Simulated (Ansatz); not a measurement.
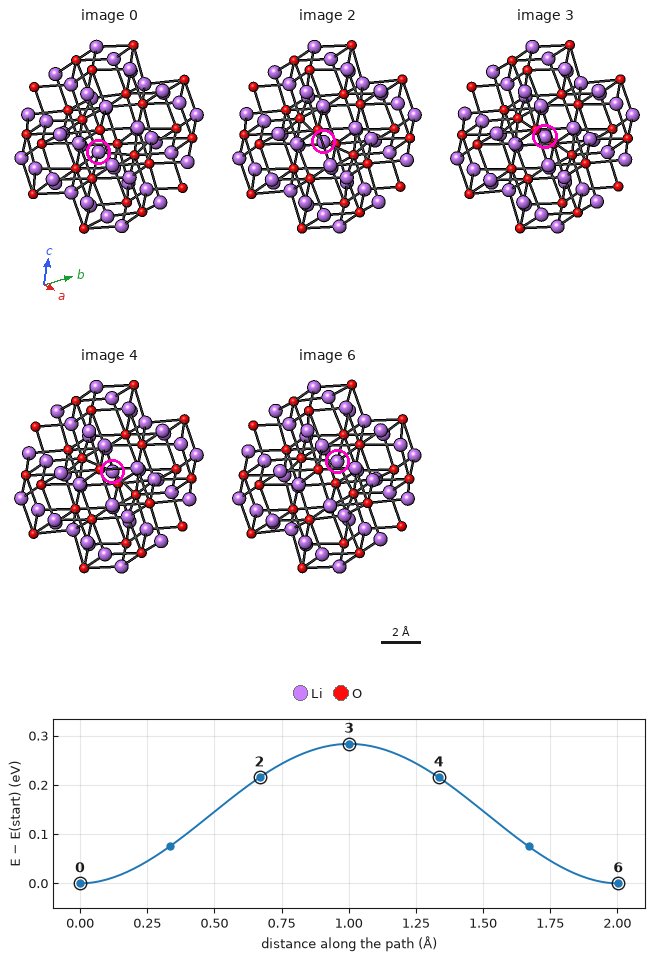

A search for the minimum-energy path of a defect cell of composition Li15O8 (cell charge −1) with a Li vacancy (23 atoms in the cell) by the nudged elastic band. Images are numbered from 0 (start) to 6 (end). A ball-and-stick model of the atoms within 5.2 Å of the middle of the path, seen slightly off an axis. The moving atom is ringed, with any periodic copies. Bonds to atoms that aren't drawn are left out.

Theory: Ansatz, DFT PBE, scalar-relativistic, plane waves, PAW. Run with plane-wave cutoff 420 eV; k-point mesh 4 × 4 × 4; Gaussian smearing 0.05 eV; 5 movable images; no climbing image; force threshold 0.05 eV/Å; iteration limit 60.

**Read off the barrier and say what moves.**

It is a vacancy jump: a nearby atom moves into the empty site and leaves its own site empty. A Li atom travels furthest, 1.90 Å from end to end, along [−1 1 1], on a straight line. At the highest image its nearest neighbour (O) is 1.76 Å away, against 1.93 Å at the start, and the surrounding atoms stand up to 0.06 Å off the mean of their end positions. The barrier is about 0.284 eV in both directions, with image 3 at the top; the ends have the same energy. The band converged in 4 iterations. The largest component of the band force went from 0.62 to 0.02 eV/Å. No image climbed, so the highest image needn't lie on the saddle point, and the true maximum along this path can be higher.

Limits of the set-up: the periodic images lie only 6.5 Å apart, so the values are limited by the cell's size; the cell is charged, on a uniform background, and energies carry no finite-size correction.

Cost: 5.6 min on 4 threads of Arm Neoverse V1, with other jobs on the host, peak memory 2.3 GiB.
